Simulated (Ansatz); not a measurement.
System: SnSe.

```
Sn Se
1.0
     3.66536    0.00000    0.00000
     0.00000    3.66536    0.00000
     0.00000    0.00000    3.66536
Sn Se
1 1
Direct
  0.00000 0.00000 0.00000
  0.50000 0.50000 0.50000
```

Space group Pm-3m; started from the CsCl prototype, which need not be the ambient phase; computed pressure about −2 GPa in this cell.

Theory: DFT, PBEsol, plane waves, PAW (Ansatz).

> What can the converged valence pseudo-density and electron localisation function tell about the bonding?

Sn–Se (3.17 Å): ρ at the midpoint is about 0.17 e/Å³; the ELF is about 0.30 at the midpoint.

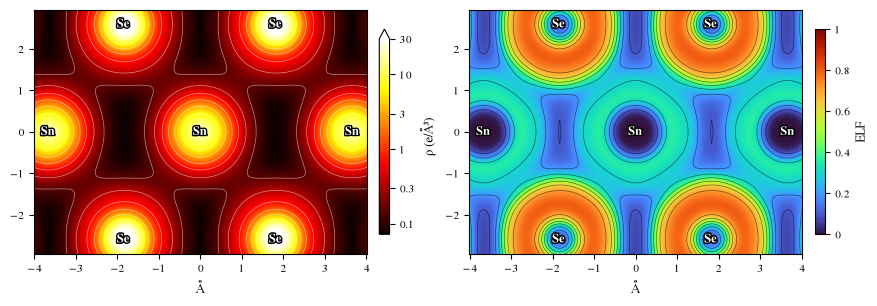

Computed valence pseudo-density and electron localisation function on the (101̄) plane of the conventional cell, in this order. 

Core electrons are frozen (PAW), and the valence fields are smoothed inside the atomic spheres.
